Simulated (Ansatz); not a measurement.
# Geometry relaxation, with input and output: Hf

Hf (1 atom in the cell), computed with DFT PBE, scalar-relativistic, plane waves, PAW, no spin polarisation (Ansatz 0.2.0).

The structure was made by a generator, so it may or may not be a known phase. Figures and captions count atoms from 1; the log counts them from 0 in places.

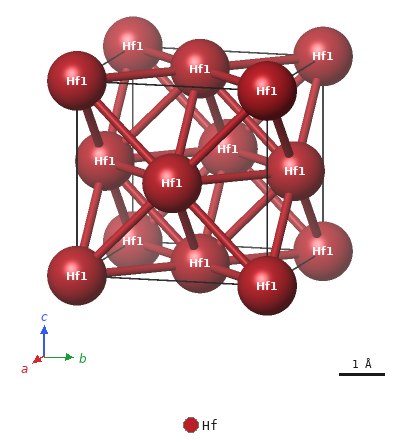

The input geometry (ball-and-stick view of the cell 4 times as large as that of the calculation, set on its symmetry axes, seen slightly off an axis; atoms are numbered from 1 in the order of the input). An atom can appear more than once, as a periodic image. Near neighbours in the periodic cell (some may lie outside the picture): Hf has 12 Hf at 3.17 Å.

## Input file
```yaml
crystal:
  lattice:
    - [0.0, 2.2426409392, 2.2426409392]
    - [2.2426409392, 0.0, 2.2426409392]
    - [2.2426409392, 2.2426409392, 0.0]
  atoms:
    - { symbol: Hf, position: [0.0, 0.0, 0.0] }
basis:
  ecutwfc: 420
kpoints:
  mp_grid: { grid: [22, 22, 22] }
hamiltonian:
  xc: pbe
scf:
  occupations: { method: gaussian, width: 0.1 }
output:
  forces: true
  stress: true
  eigenvalues: true
  write_density: true
  write_potential: true
  elf: true
  volumetric_format: npy
relax:
  adjacent_minimum: "off"
  f_tol: 0.01
  max_steps: 80
  cell: { stress_tol: 0.05 }
```

Launch command:
```bash
ansatz run input.yaml --threads 1 --pin off --max-ram 2560MiB --backend cpu --events-out ev --progress --plain --runs-dir out
```

## Output
```
Engine: ansatz 0.2.0, x86_64-unknown-linux-gnu
Pseudopotentials: kind: paw
Pseudopotential: Hf, paw, valence charge 26, recommended cutoff 420 eV (normal), Hf.paw.azcp
Functional definition: PBE
  parameter kappa = 0.804
  parameter beta = 0.06672455060314922
  exchange = pbe_x(kappa = kappa, mu = beta*pi^2/3)
  correlation = pbe_c(beta = beta)
Crystal: 1 atoms, lattice volume = 22.558 Å³
Basis set: ecut = 420 eV, 459 PW (Γ), exchange–correlation on 48×48×48 points (8 copies of the dense FFT grid, shifted against one another)
Bands: 17, of which v1, the nominal top of the filled ones, is band 13 counted from 1 (12 counted from 0)
Symmetry: 48 space group operations
Space group: Fm-3m (ITA 225), of the structure as read, at distance tolerance 2.8e-5 Å
k-points: 328 of 10648
Non-local potential: Hf, projectors of the file, l = 0: 3, l = 1: 2, l = 2: 2, l = 3: 3
PAW form: soft (Blöchl's): semilocal exchange-correlation on the pseudo side does not see the compensation charge
PAW one-centre angular grid: Hf, 590 points (default); XC on 64 Gauss nodes
Initial density: superposition of atomic densities (neutral atoms: chi_scale 0, normalization atom), corrected by the library's trained network
Initial wavefunctions: pseudopotential atomic-orbital guess
Functional: x = pbe(κ = 0.804, μ = 0.2195149727645171), c = pbe(β = 0.06672455060314922)
SCF iter   1: F=—  HF=-15721.294225 eV  |F-HF|=—  |Δ(HF+E_count)|=         —  Δρ=2.10e-3  dr2=5.20e-4  ethr=1.77e-3  ⟨swp⟩=4.8  Hψ=23544  notcnv=0
preconditioner: auto → none  [metal: Δε(μ)=0.006 eV  Ē_g=18.501 eV  σ=0.100 eV  W_gap=0.04  n_scr=8 (ndim 8)  ℏωp=38.3 eV  f_vac=0.000  D(μ)=1.56/eV (n_scr^D=14)  sad-step TF]
SCF iter   2: F=—  HF=-15721.294212 eV  |F-HF|=—  |Δ(HF+E_count)|=   1.35e-5  Δρ=1.33e-3  dr2=2.33e-4  ethr=2.00e-6  ⟨swp⟩=2.5  Hψ=11539  notcnv=0
SCF iter   3: F=—  HF=-15721.294294 eV  |F-HF|=—  |Δ(HF+E_count)|=   8.22e-5  Δρ=1.32e-4  dr2=1.96e-6  ethr=8.96e-7  ⟨swp⟩=2.0  Hψ=9435  notcnv=0  defer=5
SCF iter   4: F=—  HF=-15721.294280 eV  |F-HF|=—  |Δ(HF+E_count)|=   1.46e-5  Δρ=1.04e-4  dr2=1.25e-6  ethr=7.53e-9  ⟨swp⟩=3.1  Hψ=11285  notcnv=0
SCF iter   5: F=—  HF=-15721.294279 eV  |F-HF|=—  |Δ(HF+E_count)|=   2.38e-7  Δρ=2.94e-5  dr2=5.51e-8  ethr=4.82e-9  ⟨swp⟩=2.0  Hψ=9821  notcnv=0
SCF iter   6: F=—  HF=-15721.294279 eV  |F-HF|=—  |Δ(HF+E_count)|=   1.24e-7  Δρ=6.35e-6  dr2=5.03e-9  ethr=2.12e-10  ⟨swp⟩=8.9  Hψ=38424  notcnv=0
SCF iter   7: F=-15721.294279 eV  HF=-15721.294279 eV  |F-HF|=3.64e-10  |Δ(HF+E_count)|=   2.51e-8  Δρ=3.43e-7  dr2=4.70e-12  ethr=1.94e-11  ⟨swp⟩=8.5  Hψ=35106  notcnv=0
SCF 1 converged in 7 iterations: F = -15721.294279 eV  dr2 = 4.70e-12
  greatest PAW one-centre occupation: 0.998 electrons in one spin orbital (limit 2), on the Hf atom at site 0 (counted from 0), in its partial waves of l = 0
relax step   1: F+E_penalty+E_count = -15721.29427942 eV  Δ(F+E_penalty+E_count) = +0.000e0 eV  max|allowed force component| = 0.000e0 eV/Å  Δτ_max = 0.0000 Å  P = -0.023 GPa  Ω = 22.558 Å³  (7 SCF iters, dr2 threshold 1.00e-7 eV, accepted)
Initial density: handed on by an earlier stage of this run
Initial wavefunctions: pseudopotential atomic-orbital guess (no wavefunctions were taken with the density)
iter 1 solved again at ethr=2.17e-9 eV; its pass at ethr=3.10e-3 eV (dr2=5.65e-7 eV) is discarded
SCF iter   1: F=—  HF=-15721.294281 eV  |F-HF|=—  |Δ(HF+E_count)|=         —  Δρ=3.78e-7  dr2=9.97e-12  ethr=2.17e-9  ⟨swp⟩=3.9  Hψ=42603  notcnv=0
preconditioner: auto → none  [metal: Δε(μ)=0.001 eV  Ē_g=18.507 eV  σ=0.100 eV  W_gap=0.00  n_scr=8 (ndim 8)  ℏωp=38.3 eV  f_vac=0.000  D(μ)=1.56/eV (n_scr^D=14)]
SCF iter   2: F=—  HF=-15721.294279 eV  |F-HF|=—  |Δ(HF+E_count)|=   1.24e-6  Δρ=8.63e-7  dr2=1.15e-10  ethr=1.00e-12  ⟨swp⟩=3.1  Hψ=12348  notcnv=0
SCF iter   3: F=-15721.294279 eV  HF=-15721.294279 eV  |F-HF|=3.64e-12  |Δ(HF+E_count)|=  1.02e-10  Δρ=2.79e-7  dr2=8.56e-12  ethr=1.00e-12  ⟨swp⟩=5.3  Hψ=31708  notcnv=0
SCF 2 converged in 3 iterations: F = -15721.294279 eV  dr2 = 8.56e-12
relax step   2: F+E_penalty+E_count = -15721.29427942 eV  Δ(F+E_penalty+E_count) = -2.110e-10 eV  max|allowed force component| = 0.000e0 eV/Å  Δτ_max = 0.0000 Å  P = -0.023 GPa  Ω = 22.558 Å³  stress off target by 2.34e-2 GPa  SCF on the basis re-selected at this cell (its energy is not comparable with the rows above)  (3 SCF iters)
```

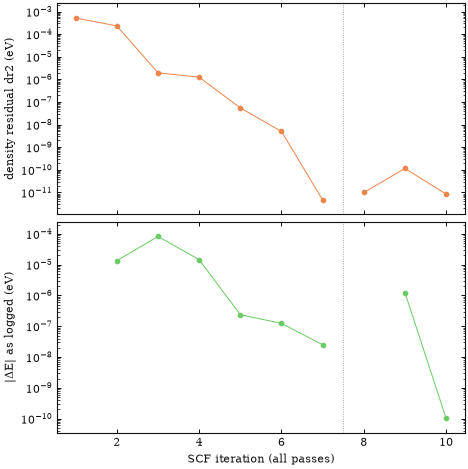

Convergence of the self-consistent field: density residual dr2 and size of the energy change against the SCF iteration. The dotted lines part the SCF passes of the relaxation: geometry steps, rejected trials and re-solves on a re-selected basis. The passes take 7 and 3 iterations.

```
basis re-selected at this cell: Δ(F+E_penalty+E_count) = -2.110e-10 eV, ΔP = -0.000 GPa vs the last step (what re-selecting the basis moved, of the pressure what is left beyond the Pulay correction that the steps carried, after the strain that the cell walked since its last selection, with what the two solves' SCF thresholds leave and, on support functions, any second-order correction that the steps lacked; it is no measure of the basis error at this ecutwfc). This SCF's stress stands 2.34e-2 GPa from its target on what of the cell is left free (relax.cell.stress_tol is 5.00e-2 GPa) and its largest allowed force component is 0.00e0 eV/Å (relax.f_tol is 1.00e-2 eV/Å): within both
SCF converged after 3 iterations
Free energy (F): -15721.294279 eV
Harris-Foulkes:  -15721.294279 eV  (|F-HF|=3.64e-12)
Internal energy: -15721.286461 eV  (E = F + TS)
E sigma→0 (E₀):  -15721.290370 eV
Entropy (-TS):   -0.007818 eV (-7.818 meV/atom)
Fermi energy:    19.543986 eV
--- Per-component energies (eV) ---
  E_band       = 31.409869
  E_kinetic    = 424.029763
  E_local      = -5091.817639  (includes V_loc(G=0)·N_el)
  E_nonlocal   = -1244.405976
  E_hartree    = 2393.756704
  E_xc         = -300.005126
  E_vxc        = -266.058733  (∫ρ·V_xc dr)
  E_paw        = -6927.707305  (= ΣΔE_a)
  E_vpaw       = 1422.148801  (= ΣTr[D̂ρ^β])
  E_aug_tail   = -0.000001  (compensation charges beyond the density's cutoff)
  E_ewald      = -4975.136880
  E_smearing   = -0.007818  (= −TS)
  E_closure    = -0.000000  (closes the sum)
  Σ components = -15721.294279   (vs F -15721.294279, Δ=0.00e0)
--- Forces (eV/Å), atoms counted from 1 ---
  atom   1  Hf     0.00000000    -0.00000000    -0.00000000
  max |Σ_I F_I| component: 3.58e-29 eV/Å
--- Stress (GPa, compression-positive) ---
       -0.023384      -0.000000       0.000000
        0.000000      -0.023384       0.000000
       -0.000000       0.000000      -0.023384
  P = ⅓ Tr σ = -0.0234 GPa (-0.234 kbar)
--- Band table (eV; the first three rows and the last of 328) ---
  k-point 0: bands = ["-42.1959", "-10.4786", "-10.4786", "-10.4786", "7.8385", "7.8586", "7.8586", "7.8586", "7.9300", "7.9300", "7.9300", "12.3687", "20.9353", "20.9353", "20.9353", "23.6982", "23.6982"]
  k-point 1: bands = ["-42.1947", "-10.4957", "-10.4808", "-10.4808", "7.8395", "7.8583", "7.8594", "7.8594", "7.9286", "7.9286", "7.9301", "12.4406", "20.8611", "20.9710", "20.9710", "23.6592", "23.6592"]
  k-point 2: bands = ["-42.1912", "-10.5452", "-10.4871", "-10.4871", "7.8424", "7.8577", "7.8617", "7.8617", "7.9245", "7.9245", "7.9303", "12.6523", "20.6581", "21.0691", "21.0691", "23.5605", "23.5605"]
  k-point 327: bands = ["-42.1161", "-11.0287", "-10.9638", "-10.7742", "7.8676", "7.8702", "7.8732", "7.8887", "7.8903", "7.8922", "7.9166", "17.7328", "18.8721", "19.4464", "22.1000", "26.4138", "28.4713"]
--- Relaxed structure (1 steps of the walk, 1 accepted, 1 SCFs on fresh bases) ---
  F+E_penalty+E_count = -15721.29427942 eV   max|allowed force component| = 0.000e0 eV/Å   (the final SCF, on the basis selected at the relaxed cell)
  cell:  # Å, volume = 22.5584 Å³
    - [0.0, 2.2426409392, 2.2426409392]
    - [2.2426409392, 0.0, 2.2426409392]
    - [2.2426409392, 2.2426409392, 0.0]
  atoms:
    - { symbol: Hf, position: [0.0, 0.0, 0.0] }
```

## Trajectory as extended XYZ (Å, eV, eV/Å), 2 frames, from step=1 to step=2
```
1
Lattice="0.0000 2.2426 2.2426 2.2426 0.0000 2.2426 2.2426 2.2426 0.0000" Properties=species:S:1:pos:R:3:forces:R:3 step=1 energy=-15721.29428 pressure_GPa=-0.02
Hf    0.0000    0.0000    0.0000    0.0000   0.0000   0.0000
1
Lattice="0.0000 2.2426 2.2426 2.2426 0.0000 2.2426 2.2426 2.2426 0.0000" Properties=species:S:1:pos:R:3:forces:R:3 step=2 energy=-15721.29428 pressure_GPa=-0.02
Hf    0.0000    0.0000    0.0000    0.0000   0.0000   0.0000
```

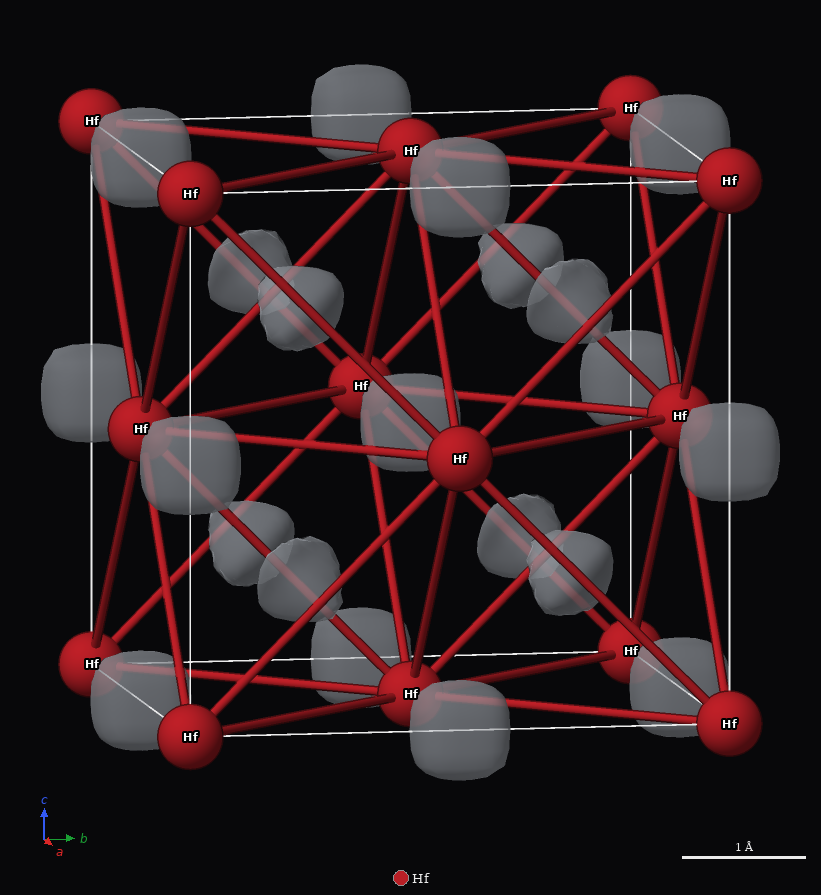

Isosurface of the ELF at 0.6 (grey), seen slightly off an axis. Core shells and regions of very low density are left out. Sticks mark near contacts. The outline is the cell set on symmetry axes. Profiles from the grid: Hf–Hf (3.17 Å): the ELF is about 0.25 at the midpoint (no shared electron pair). Core electrons are frozen (PAW), so the fields are smoothed inside the atomic spheres.

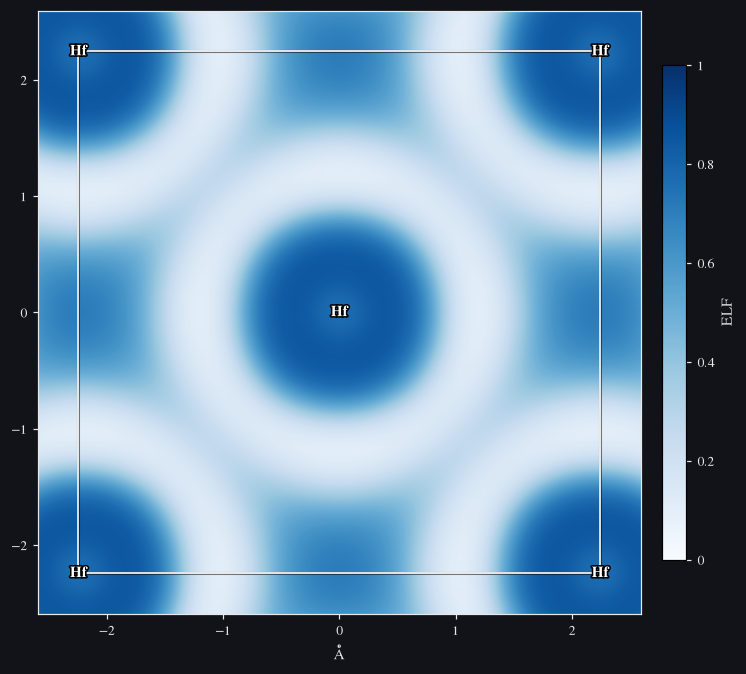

Electron localisation function on the (010) plane of the conventional cell. Hf–Hf (3.17 Å): the ELF is about 0.25 at the midpoint (no localised pair between them).The strong features right at Hf lie inside the PAW spheres (semicore, d or f shells) and say nothing about bonding.

## Summary

```tsv
quantity	value
outcome	converged
space group (tolerance 0.01 Å)	Fm-3m (225)
electrons treated	26
free energy	−15721.2943 eV
Fermi energy	19.544 eV
gap on the k-point mesh	none (metallic)
pressure	−0.02 GPa
final volume	22.56 Å³
largest force (length of the vector) at the end	under 0.001 eV/Å
final cell	a = 3.172 Å, b = 3.172 Å, c = 3.172 Å, α = 60.00°, β = 60.00°, γ = 60.00°
hardware	1 thread of Intel Xeon @ 2.50GHz (Skylake/Cascade Lake), 189 GiB of memory available, shared host
wall time	35 s
peak memory	0.44 GiB
```

## Notes

Spin–orbit coupling is left out, which matters for Hf.
